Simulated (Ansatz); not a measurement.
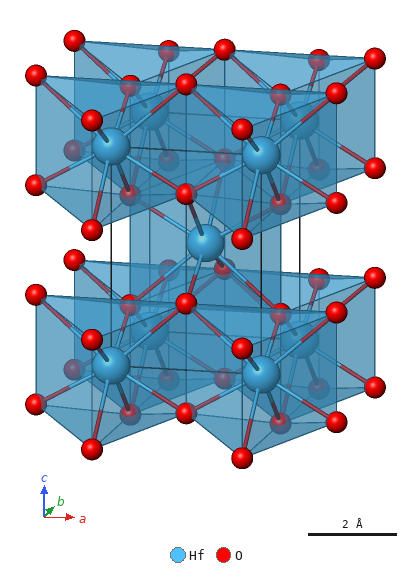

Starting structure of a crystal of HfO2 (set up in P4_2/nmc). Style: polyhedral. Shown: the cell of the calculation, slightly off an axis.

Method: DFT r2SCAN, scalar-relativistic, plane waves, PAW (Ansatz).

The input:
```yaml
crystal:
  lattice:
    - [3.55801933, 0.0, 0.0]
    - [0.0, 3.55801933, 0.0]
    - [0.0, 0.0, 5.17186121]
  atoms:
    - { symbol: Hf, position: [0.5, 0.5, 0.5] }
    - { symbol: Hf, position: [0.0, 0.0, 0.0] }
    - { symbol: O, position: [0.0, 0.5, 0.69720788] }
    - { symbol: O, position: [0.5, 0.0, 0.80279212] }
    - { symbol: O, position: [0.5, 0.0, 0.30279212] }
    - { symbol: O, position: [0.0, 0.5, 0.19720788] }
basis:
  ecutwfc: 500
kpoints:
  mp_grid: { grid: [6, 6, 6] }
hamiltonian:
  xc: r2scan
scf:
  occupations: { method: gaussian, width: 0.02 }
output:
  forces: true
  stress: true
  eigenvalues: true
  write_density: true
  write_potential: true
  elf: true
  volumetric_format: npy
relax:
  adjacent_minimum: "off"
  f_tol: 0.005
  max_steps: 80
  cell: { stress_tol: 0.05 }
```

Launched with:
```bash
ansatz run input.yaml --threads 1 --pin off --max-ram 2560MiB --backend cpu --events-out ev --progress --plain --runs-dir out
```

What does the optimiser find from here?

The largest moves relative to the cell, 0.005 Å, are those of O3, O4, O5 and O6. O4 goes along +c. Hf stays in place. The volume changes by +1.7 %, with a = b 3.558 → 3.577 Å (+0.5 %), c 5.172 → 5.203 Å (+0.6 %). Among the contacts that change: Hf1–O4 2.370 → 2.387 Å, Hf1–O3 2.051 → 2.059 Å. The space group stays P4_2/nmc (No. 137). The energy falls by 13.0 meV per cell of the calculation in 5 accepted moves (6 points after the start). Largest force component: 0.063 eV/Å at the start, under 0.0001 eV/Å at the end. The pressure goes from 4.12 to −0.01 GPa. The SCF was repeated once at an unchanged geometry on a basis and grid sized afresh for the cell, which shifted the energy by 0.6 meV per cell of the calculation at most. Cost: 2.1 min on 1 thread of Arm Neoverse V2, with other jobs on the host, peak memory 0.54 GiB.

History of the run:

```
step  E − E(0), meV/atom  largest force component, eV/Å  pressure, GPa  volume, Å³/atom                      note
   0                0.00                         0.0634           4.12           10.912                          
   1               -1.96                         0.0187          -0.81           11.125                          
   2               -2.07                         0.0113          -0.05           11.092                          
   3               -2.07                         0.0021          -0.02           11.096                          
   4               -2.07                         0.0019           0.06           11.090                          
   5               -2.07                         0.0001           0.00           11.094                          
   6               -2.17                         0.0000          -0.01           11.094  same geometry, new basis
```
